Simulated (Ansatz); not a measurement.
# Calculations on TiAl

### Relaxation

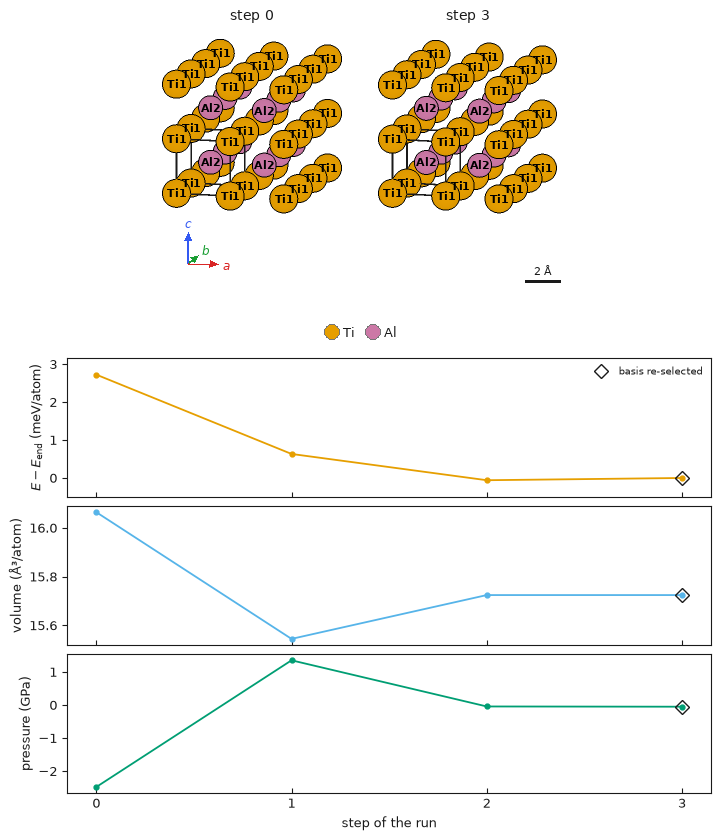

First and last geometry of a relaxation of crystalline TiAl (set up in Pm-3m), with the history of the run. A spheres-only model of the cell of the calculation, repeated 2 × 3 × 2 with one cell outlined, seen slightly off an axis.

Method: DFT PBEsol, scalar-relativistic, plane waves, PAW in Ansatz.

The input:
```yaml
crystal:
  lattice:
    - [3.179064, 0.0, 0.0]
    - [0.0, 3.179064, 0.0]
    - [0.0, 0.0, 3.179064]
  atoms:
    - { symbol: Ti, position: [0.0, 0.0, 0.0] }
    - { symbol: Al, position: [0.5, 0.5, 0.5] }
basis:
  ecutwfc: 420
kpoints:
  mp_grid: { grid: [14, 14, 14] }
hamiltonian:
  xc: pbesol
scf:
  occupations: { method: gaussian, width: 0.1 }
output:
  forces: true
  stress: true
  eigenvalues: true
relax:
  adjacent_minimum: "off"
  f_tol: 0.005
  max_steps: 80
  cell: { stress_tol: 0.05 }
```

Command:
```bash
ansatz run input.yaml --threads 2 --pin off --max-ram 5120MiB --backend cpu --events-out ev --progress --plain --runs-dir out
```

**Read the history and describe the run.**

It converged. The energy falls by 2.7 meV per atom in 2 accepted moves (3 points after the start). All forces vanish by symmetry, so only the cell relaxes. Pressure: −2.48 GPa at the start and −0.05 GPa at the end. At 1 point the geometry stayed and the basis and grid were re-selected for the new cell (energy shift of 0.1 meV per atom at most each time). No atom moves by more than 0.005 Å relative to the cell. The volume changes by −2.1 %, with a = b = c 3.179 → 3.156 Å (−0.7 %). Among the contacts that change: Ti1–Ti1 3.179 → 3.156 Å, Ti1–Al2 2.753 → 2.734 Å. The space group stays Pm-3m (No. 221). Cost: 6.6 s on 2 threads of Arm Neoverse V1 (shared host), peak memory 0.35 GiB.

```tsv
step	E − E(0), meV/atom	pressure, GPa	volume, Å³/atom	note
0	0.00	-2.48	16.065	
1	-2.09	1.35	15.545	
2	-2.78	-0.04	15.724	
3	-2.73	-0.05	15.724	same geometry, new basis
```

### Scan

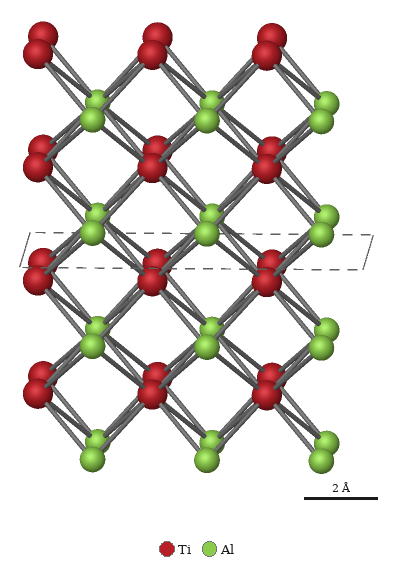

Solid TiAl (Pm-3m): the crystal is pulled apart rigidly along the normal of the (1 0 0) plane of the conventional cell, at a cut between a plane of Ti below and one of Al above, 1.58 Å apart. One cut stands in each cell, which starts 9.5 Å high; nothing is relaxed, and the dashed outline marks the cut. The picture shows the perfect crystal around the cut (dashed). The picture is a ball-and-stick view of the layers on both sides of the cut, seen from the side, nearly along the cut plane.

Computed with Ansatz, DFT PBEsol, scalar-relativistic, plane waves, PAW. Settings: plane-wave cutoff 420 eV; k-point mesh 19 × 19 × 7; occupations gaussian; smearing width 0.15 eV; no spin polarisation. Energies (free energies at the smearing named) are counted from the relaxed crystal.

```
CELL_PARAMETERS angstrom
0.00000 -3.15647 0.00000
0.00000 0.00000 -3.15647
9.46942 0.00000 0.00000
ATOMIC_POSITIONS crystal
Ti 0.00000 0.00000 0.33333
Ti 0.00000 0.00000 0.66667
Ti 0.00000 0.00000 0.00000
Al 0.50000 0.50000 0.16667
Al 0.50000 0.50000 0.50000
Al 0.50000 0.50000 0.83333
```

**Predict the energy profile (the opening: −0.30, 0.00, 0.25, 0.50, 0.75, 1.00, 1.50, 2.00, 3.00, 4.50, 6.00 Å).**

| opening (Å) | ΔE per area (J/m²) |
| --- | --- |
| −0.30 | 0.312 |
| 0.00 | 0.000 |
| 0.25 | 0.150 |
| 0.50 | 0.503 |
| 0.75 | 0.949 |
| 1.00 | 1.412 |
| 1.50 | 2.231 |
| 2.00 | 2.834 |
| 3.00 | 3.535 |
| 4.50 | 3.870 |
| 6.00 | 3.918 |

At the widest opening, 6.00 Å, the energy has risen by 3.918 J/m², where the curve has levelled off: this is the ideal work of separation, the sum of the two unrelaxed surface energies of a slab 9.5 Å thick. The steepest rise lies between 0.75 Å and 1.00 Å, with a mean traction of about 19 GPa. Pressing the cut together by 0.30 Å costs 0.312 J/m².

The computed profile:

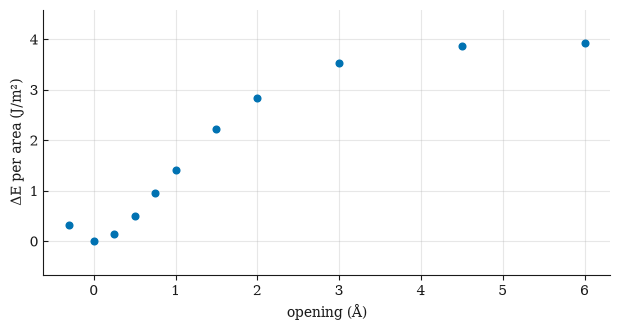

### Scan

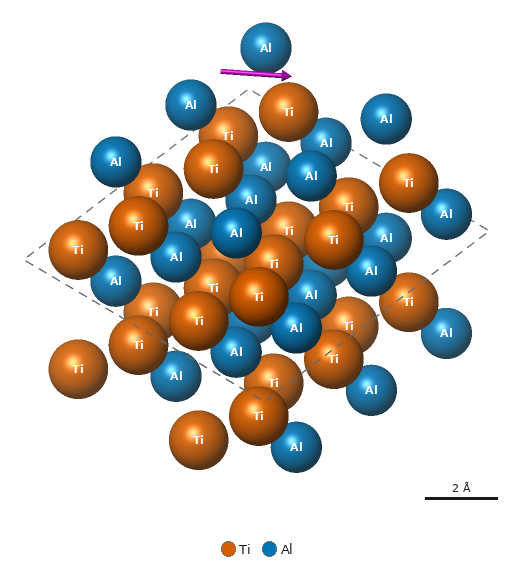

A scan of crystalline TiAl (Pm-3m): the crystal above a cut along the (1 1 0) plane of the conventional cell (between a plane of Al/Ti below and one of Al/Ti above, 2.23 Å apart) is slid rigidly by fractions of an in-plane lattice vector 5.47 Å long (a generalised stacking fault). One cut stands in each cell, which starts 8.9 Å high; nothing is relaxed, and the dashed outline marks the cut, the arrow on top the direction of slip. The picture shows the perfect crystal around the cut (dashed). Style: spheres-only. Shown: the layers on both sides of the cut, obliquely from above.

Method: Ansatz 0.2.0, DFT PBEsol, scalar-relativistic, plane waves, PAW. (plane-wave cutoff 420 eV; k-point mesh 19 × 13 × 7; occupations gaussian; smearing width 0.15 eV; no spin polarisation). Energies (free energies at the smearing named) are counted from the relaxed crystal.

```
Ti Al
1.0
     0.00000    0.00000   -3.15647
    -3.15647    3.15647    0.00000
     6.31295    6.31295    0.00000
Ti Al
4 4
Direct
  0.00000 0.00000 0.50000
  0.00000 0.50000 0.75000
  0.00000 0.00000 0.00000
  0.00000 0.50000 0.25000
  0.50000 0.00000 0.25000
  0.50000 0.50000 0.50000
  0.50000 0.00000 0.75000
  0.50000 0.50000 0.00000
```

Q: What energies does the calculation give (the slip: 0.000, 0.083, 0.167, 0.333, 0.500, 0.667, 0.833, 1.000)?

A:
```
slip (fraction of the lattice vector)  γ (mJ/m²)
                                0.000          0
                                0.083         71
                                0.167        331
                                0.333        481
                                0.500       −358
                                0.667        481
                                0.833        331
                                1.000          0
```

Points that are alike by symmetry were computed once.

The curve starts and ends at zero, since a full lattice vector restores the crystal. Its highest computed point is 481 mJ/m² at slip 0.333 and 0.667. The points are too sparse to place its extrema closely. Relaxation across the fault would lower the values.

The computed profile (hollow markers are points alike by symmetry):

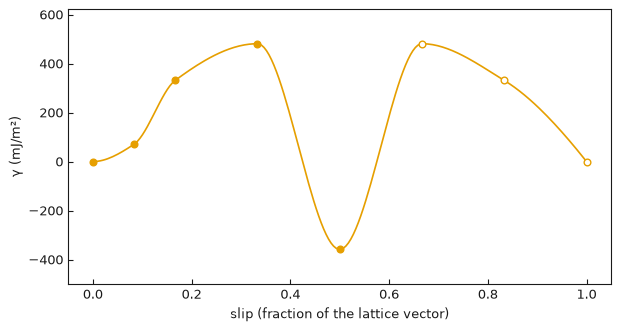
